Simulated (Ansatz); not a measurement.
# Debugging a many-body input for ZnSe (Stilleite)

What is wrong with this input for ZnSe (Stilleite)?

Method: G0W0 on PBE, plane waves, PAW, in Ansatz 0.2.0.

## (1) The structure

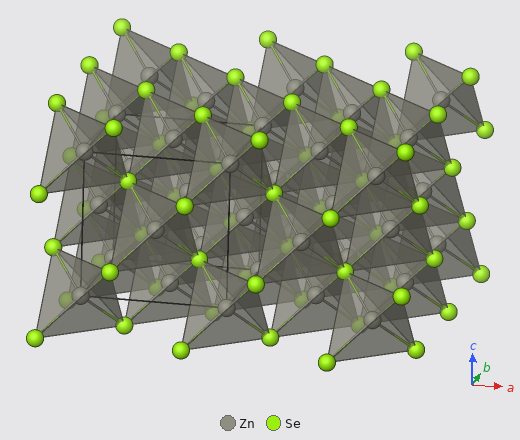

The starting structure, seen slightly off an axis (zinc grey, selenium green). 2×2×1 cells are drawn. This picture shows the conventional cell, with its axes. Some periodic images of atoms are drawn too.

The cell and positions come from the Crystallography Open Database and are kept as given unless a step says otherwise. The default PAW set here is soft_1. Its files were made with PBE.

## (2) First try

Input file input.yaml:

```yaml
crystal:
  lattice:
    - [0.0, 2.8338, 2.8338]
    - [2.8338, 0.0, 2.8338]
    - [2.8338, 2.8338, 0.0]
  atoms:
    - { symbol: Zn, position: [0.0, 0.0, 0.0] }
    - { symbol: Se, position: [0.25, 0.25, 0.25] }
kpoints:
  mp_grid: { grid: [4, 4, 4] }
hamiltonian:
  xc: pbe
  pseudopotentials: { kind: paw, azcp: { folder: "./paw" } }
scf:
  occupations: { method: fixed }
gw:
  n_empty_bands: 4
  ecut_chi: 40
  qp_bands: [v2, c2]
  qp_kpoints: band_edges
  screening: { model: contour_deformation }
```

Launch:

```bash
$ ansatz run input.yaml --threads 3 --pin off --max-ram 92160MiB --backend cuda --events-out ev --progress --plain --runs-dir out --devices 1 --max-vram 13GiB
```

Numbers of over 12 decimals in the logs are rounded to 6 here.

The program printed:

```text
GPUs: using 1 of 1 available (devices: 1).
Engine: ansatz 0.2.0, x86_64-unknown-linux-gnu
Pseudopotentials: kind: paw
Pseudopotential: Zn, paw, valence charge 12, recommended cutoff 420 eV (normal), <dir>
Pseudopotential: Se, paw, valence charge 16, recommended cutoff 420 eV (normal), <dir>
Functional definition: PBE
  parameter kappa = 0.804
  parameter beta = 0.066725
  exchange = pbe_x(kappa = kappa, mu = beta*pi^2/3)
  correlation = pbe_c(beta = beta)
device memory: the entry about to start is reckoned to put 0.8 GiB on a device that reports 68.6 GiB free (of which the cap on the GPU budget leaves the run 13.0 GiB)
GPU FFT provider: cuFFT
GPU libraries: cuBLAS 13.8.2, cuFFT 12.4.0, cuSOLVER 12.3.4
Crystal: 2 atoms, lattice volume = 45.513 Å³
Basis set: ecut = 420 eV, 893 PW (Γ)
Bands: 18, of which v1, the nominal top of the filled ones, is band 14 counted from 1 (13 counted from 0)
Symmetry: 24 space group operations
Space group: F-43m (ITA 216), of the structure as read, at distance tolerance 3.6e-5 Å
k-points: 8 of 64 (time reversal used)
Non-local potential: Zn, projectors of the file, l = 0: 2, l = 1: 2, l = 2: 3, l = 3: 1
Non-local potential: Se, projectors of the file, l = 0: 2, l = 1: 2, l = 2: 3, l = 3: 1
PAW form: soft (Blöchl's): semilocal exchange-correlation on the pseudo side does not see the compensation charge
PAW one-centre angular grid: Zn, 590 points (default); XC on 64 Gauss nodes
PAW one-centre angular grid: Se, 590 points (default); XC on 64 Gauss nodes
Initial density: superposition of atomic densities (chi_scale 0.1, normalization cell, long waves kept (reshape's long-wave potential 0.00 eV rms))
Initial wavefunctions: pseudopotential atomic-orbital guess
GPU buffer pool allocated for 19683 grid points (all kernels)
GPU transforms: local potential and band sums: pruned to the plane-wave sphere, on 25×27×27
Functional: x = pbe(κ = 0.804, μ = 0.219515), c = pbe(β = 0.066725)
SCF iter   1: F=—  HF=-8789.797132 eV  |F-HF|=—  |Δ(HF+E_count)|=         —  Δρ=6.17e-2  dr2=1.04e0  ethr=3.10e-3  ⟨swp⟩=4.5  Hψ=693  notcnv=0  defer=9
preconditioner: auto → none  [insulator: Δε(μ)=1.156 eV  Ē_g=12.737 eV  n_scr=14 (ndim 8)  ℏωp=23.4 eV  f_vac=0.060  ε∞_Penn≈4.4]
SCF iter   2: F=—  HF=-8789.559638 eV  |F-HF|=—  |Δ(HF+E_count)|=   2.37e-1  Δρ=2.53e-2  dr2=1.92e-1  ethr=3.10e-3  ⟨swp⟩=2.9  Hψ=316  notcnv=0  defer=12
SCF iter   3: F=—  HF=-8789.476228 eV  |F-HF|=—  |Δ(HF+E_count)|=   8.34e-2  Δρ=1.25e-2  dr2=3.75e-2  ethr=6.85e-4  ⟨swp⟩=2.0  Hψ=294  notcnv=0  defer=10
SCF iter   4: F=—  HF=-8789.470631 eV  |F-HF|=—  |Δ(HF+E_count)|=   5.60e-3  Δρ=2.66e-3  dr2=1.87e-3  ethr=1.34e-4  ⟨swp⟩=2.1  Hψ=295  notcnv=0  defer=11
SCF iter   5: F=—  HF=-8789.471030 eV  |F-HF|=—  |Δ(HF+E_count)|=   3.99e-4  Δρ=9.11e-4  dr2=2.72e-4  ethr=6.68e-6  ⟨swp⟩=2.5  Hψ=243  notcnv=0  defer=12
SCF iter   6: F=—  HF=-8789.471095 eV  |F-HF|=—  |Δ(HF+E_count)|=   6.55e-5  Δρ=7.61e-5  dr2=2.17e-6  ethr=9.71e-7  ⟨swp⟩=2.0  Hψ=276  notcnv=0  defer=12
SCF iter   7: F=—  HF=-8789.471094 eV  |F-HF|=—  |Δ(HF+E_count)|=   1.01e-6  Δρ=2.97e-5  dr2=3.82e-7  ethr=7.76e-9  ⟨swp⟩=2.0  Hψ=256  notcnv=0
SCF iter   8: F=-8789.471094 eV  HF=-8789.471094 eV  |F-HF|=2.26e-8  |Δ(HF+E_count)|=   6.91e-8  Δρ=1.13e-5  dr2=3.16e-8  ethr=3.57e-10  ⟨swp⟩=5.0  Hψ=629  notcnv=0
SCF 1 converged in 8 iterations: F = -8789.471094 eV  dr2 = 3.16e-8
[...]
device memory: the entry about to start is reckoned to put 1.3 GiB on a device that reports 68.8 GiB free (of which the cap on the GPU budget leaves the run 13.0 GiB)
NSCF: frozen V_eff on 8 k-points
[...]
device memory: the entry about to start is reckoned to put 0.8 GiB on a device that reports 69.3 GiB free (of which the cap on the GPU budget leaves the run 13.0 GiB)
NSCF: frozen V_eff on 8 k-points
G₀W₀ screening: q 1/8
[... further progress lines ...]
device memory: the entry about to start is reckoned to put 0.3 GiB on a device that reports 66.8 GiB free (of which the cap on the GPU budget leaves the run 13.0 GiB)
NSCF: frozen V_eff on 1 k-points
SCF converged after 8 iterations
Free energy (F): -8789.471094 eV
Harris-Foulkes:  -8789.471094 eV  (|F-HF|=2.26e-8)
Internal energy: -8789.471094 eV  (E = F + TS)
E sigma→0 (E₀):  -8789.471094 eV
Fermi energy:    6.571547 eV
--- Per-component energies (eV) ---
  E_band       = -387.255272
  E_kinetic    = 258.605262
  E_local      = -4841.105883  (includes V_loc(G=0)·N_el)
  E_nonlocal   = 466.100587
  E_hartree    = 2239.727035
  E_xc         = -163.617565
  E_vxc        = -141.509393  (∫ρ·V_xc dr)
  E_paw        = -4028.237027  (= ΣΔE_a)
  E_vpaw       = -608.804415  (= ΣTr[D̂ρ^β])
  E_aug_tail   = -0.000658  (compensation charges beyond the density's cutoff)
  E_ewald      = -2720.942845
  E_smearing   = -0.000000  (= −TS)
  E_closure    = -0.000000  (closes the sum)
  Σ components = -8789.471094   (vs F -8789.471094, Δ=0.00e0)
--- Band table (eV; the first three rows and the last of 8) ---
  k-point 0: bands = [... 10 lower, 0.3688, 6.5715, 6.5715, 6.5715, 7.8437, 12.3580, 12.3580, 12.3580]
  k-point 1: bands = [... 10 lower, 0.3689, 3.5166, 6.0928, 6.0928, 9.3014, 12.9914, 12.9914, 13.1239]
  k-point 2: bands = [... 10 lower, 0.5286, 1.3321, 5.7003, 5.7003, 9.0970, 12.9407, 12.9407, 15.1300]
  k-point 7: bands = [... 10 lower, 0.6704, 1.8718, 3.8029, 3.9014, 12.0424, 12.1048, 13.5197, 14.2738]
--- G₀W₀: contour deformation, 6 samples at zero and on the imaginary axis and 2 off it, 64 q-points, 4 empty bands' worth ---
  eigenvalues of the whole cell's RPA ε∞ on this k-mesh (on a slab, of 1 + 4πα/V) = 13.6492, 13.6492, 13.6492; static W/v taken at q = 0 is 0.073265
  bands read: the sum over 18 bands ends inside a degenerate multiplet in 1 slot, whose members it reads at an even weight; the widest, k=6: bands 18 to 19 (counted from 1) at 1/2 each
  gw.qp_kpoints: band_edges: 7 of 8 stored k-points solved, in 1 pass; an edge of the gap read off the rows below is read off those points alone
    valence top: of the k-points left out ik 5 came nearest to being solved in a further pass, in band 14 (counted from 1, as in the quasiparticle table): it holds the edge there only if its correction is more favourable than any solved in that band by at least 0.913 eV; those differ by 0.093 eV
    conduction bottom: of the k-points left out ik 5 came nearest to being solved in a further pass, in band 15 (counted from 1, as in the quasiparticle table): it holds the edge there only if its correction is more favourable than any solved in that band by at least 2.115 eV; those differ by 0.853 eV
  `?` marks the rows in doubt; gw_qp.tsv's column doubts and the gw_qp event give each row's grounds
    ik  band        ε_KS         Σx   Σc(E_QP)       V_xc       Z   E_QP_lin       E_QP  E_QP is
     0    13      6.5715   -21.9636     3.1736   -18.8638  0.7692     6.6452     6.6454  root
     0    14      6.5715   -21.9636     3.1736   -18.8638  0.7692     6.6452     6.6454  root
     0    15      7.8437    -9.5176    -2.5993   -13.8337  0.7909     9.5035     9.5605  root
     0    16     12.3580    -6.9147    -2.8193   -11.6435  0.7859    14.2381    14.2675  root
     1    13      6.0928   -21.0947     3.2111   -17.9308  0.7645     6.1399     6.1400  root
     1    14      6.0928   -21.0947     3.2111   -17.9308  0.7645     6.1399     6.1400  root
     1    15      9.3014    -8.9730    -2.6285   -13.4090  0.7894    11.0604    11.1091  root
     1    16     12.9914    -7.1678    -2.9282   -12.0171  0.7795    14.8844    14.9126  root
     2    13      5.7003   -20.4469     3.2789   -17.2019  0.7599     5.7343     5.7343  root
     2    14      5.7003   -20.4469     3.2789   -17.2019  0.7599     5.7343     5.7343  root
     2    15      9.0970    -8.7963    -2.6295   -13.1475  0.7913    10.7652    10.8187  root
     2    16     12.9407    -7.1338    -2.8315   -11.7934  0.7839    14.7374    14.7687  root
     3    13      5.3176   -19.9885     3.3112   -16.6585  0.7556     5.2989     5.2989  root
     3    14      5.3176   -19.9885     3.3112   -16.6585  0.7556     5.2989     5.2989  root
[...]
6    14      4.3796   -18.3856     3.4792   -14.8892  0.7417     4.3624     4.3624  root
     6    15      9.5420    -6.9899    -2.6611   -10.6314  0.7992    10.5861    10.5224  root ?
     6    16     10.0193    -8.9177    -2.5286   -13.0644  0.7928    11.5834    11.6374  root
     7    13      3.8029   -20.3803     3.7470   -16.2508  0.7299     3.4137     3.4205  root
     7    14      3.9014   -16.7546     3.3626   -13.3882  0.7356     3.8975     3.8975  root
     7    15     12.0424    -8.0674    -2.6600   -12.1054  0.7862    13.3762    13.4204  root ?
     7    16     12.1048   -10.1055    -3.0894   -15.4024  0.7633    14.3030    14.3123  root
```

Run time: 15 s. Hardware: 1 × NVIDIA H100 80GB HBM3 (shared by 6 runs) with 3 threads of AMD EPYC 7R13 (Zen 3), shared host; peak memory 1 GiB; 4 s of CPU time.

Q: What is the fault?

The run ended normally, though the input holds a fault or crude settings.

The fault: four empty bands in G0W0. The sums over empty states are cut off almost at the gap, so screening and correlation are far from complete.

It printed a gap of 2.92 eV, which is an artefact of the settings.

## (3) A better input

G0W0 replaces the xc potential by the self-energy, built once from these orbitals. Only a window of levels is corrected, while the sums run over the empty bands that the input names.

input.yaml: that of step 2 with these lines changed.

```diff
@@ -9,3 +9,3 @@
 kpoints:
-  mp_grid: { grid: [4, 4, 4] }
+  mp_grid: { grid: [6, 6, 6] }
 hamiltonian:
@@ -16,4 +16,4 @@
 gw:
-  n_empty_bands: 4
-  ecut_chi: 40
+  n_empty_bands: 135
+  ecut_chi: 120
   qp_bands: [v2, c2]
```

The program printed:

```text
GPUs: using 1 of 1 available (devices: 1).
[...]
GPU FFT provider: cuFFT
GPU libraries: cuBLAS 13.8.2, cuFFT 12.4.0, cuSOLVER 12.3.4
Crystal: 2 atoms, lattice volume = 45.513 Å³
Basis set: ecut = 420 eV, 893 PW (Γ)
Bands: 18, of which v1, the nominal top of the filled ones, is band 14 counted from 1 (13 counted from 0)
[... 1 set-up line as in the run before ...]
[...]
k-points: 16 of 216 (time reversal used)
[...]
GPU buffer pool allocated for 19683 grid points (all kernels)
[...]
SCF iter   1: F=—  HF=-8789.866734 eV  |F-HF|=—  |Δ(HF+E_count)|=         —  Δρ=6.16e-2  dr2=1.05e0  ethr=3.10e-3  ⟨swp⟩=4.5  Hψ=1409  notcnv=0  defer=24
[...]
SCF iter   8: F=-8789.532596 eV  HF=-8789.532596 eV  |F-HF|=3.05e-8  |Δ(HF+E_count)|=   1.12e-7  Δρ=1.25e-5  dr2=3.89e-8  ethr=3.57e-10  ⟨swp⟩=3.2  Hψ=1226  notcnv=0
SCF 1 converged in 8 iterations: F = -8789.532596 eV  dr2 = 3.89e-8
[...]
0    13      6.5448   -21.8076     2.1632   -18.8852  0.7638     5.7679     5.7855  root
     0    14      6.5448   -21.8076     2.1632   -18.8852  0.7638     5.7679     5.7855  root
     0    15      7.8279    -9.8091    -3.6730   -13.8307  0.7918     8.1790     8.1766  root
     0    16     12.3510    -6.9755    -4.3881   -11.6489  0.7730    12.6384    12.6363  root
     1    13      6.2920   -21.3509     2.2002   -18.3763  0.7623     5.4987     5.5176  root
     1    14      6.2920   -21.3509     2.2002   -18.3763  0.7623     5.4987     5.5176  root
     1    15      9.0899   -10.0160    -3.7473   -14.0974  0.7845     9.4263     9.4240  root
     1    16     12.4158    -7.6970    -4.3571   -12.3082  0.7704    12.6718    12.6700  root
[...]
12    13      4.3580   -18.3308     2.5652   -14.9110  0.7444     3.4737     3.5034  root
    12    14      4.3580   -18.3308     2.5652   -14.9110  0.7444     3.4737     3.5034  root
    12    15      9.5320    -7.0757    -3.5698   -10.6440  0.7954     9.5305     9.5305  root
    12    16     10.0068    -9.0050    -3.8042   -13.0760  0.7848    10.2751    10.2736  root
[key lines of the parts left out:]
SCF converged after 8 iterations
Free energy (F): -8789.532596 eV
Fermi energy:    6.544767 eV
```

Run time: 18 s. Hardware: 1 × NVIDIA H100 80GB HBM3 (shared by 6 runs) with 3 threads; peak memory 1.2 GiB.

This step gave:

```
bands summed                                 : 149
RPA ε∞ on this mesh (eigenvalues)            : 8.530, 8.530, 8.530
plane waves in the screening matrix          : 137
q-points in the mesh                         : 216
G0W0 gap on the mesh                         : 2.391 eV
k of the valence top                         : 0, 0, 0
k of the conduction bottom                   : 0, 0, 0
starting gap on the mesh                     : 1.283 eV
Z at the valence top                         : 0.7638
Z at the conduction bottom                   : 0.7918
least direct G0W0 gap on the computed points : 2.391 eV
```

The gap on the mesh goes from 1.28 eV to 2.39 eV, a correction of +1.11 eV. Between the two edge states, bare exchange in place of the xc potential would open the gap by 6.94 eV, and correlation takes back 5.84 eV.

## (4) What came out

```json
{"first try": "converged after 15 s", "better run": "G0W0 gap on the mesh 2.39 eV (6×6×6 mesh, 135 empty bands, screening to 120 eV)"}
```

In words: The second run differs in: mesh, empty bands and screening cutoff (eV). Bands and cutoff are finite, so the gap is not at the basis limit. The miss can reach some tenths of an eV and take either sign; the mesh is an error of its own. The many-body steps are scalar-relativistic: spin-orbit coupling is not in them.

[Paths, hosts, dates, memory and timing lines, banners, echoed tables and standing remarks are left out of the program output.]

[Logs are printed without paths, hosts, clocks, repeated set-up lines and the standing remarks that a program may print on its own settings, such as how far it seeks lower states.]

[Runs of the session that timed out or met a known fault of the program may be left out.]

[Cells called generated may have been cut or substituted from an entry of the Crystallography Open Database or the Materials Project.]

[Hosts, paths, dates, database ids (printed as entryN), source tags and the programs' standing remarks are cut or masked in the printed files.]
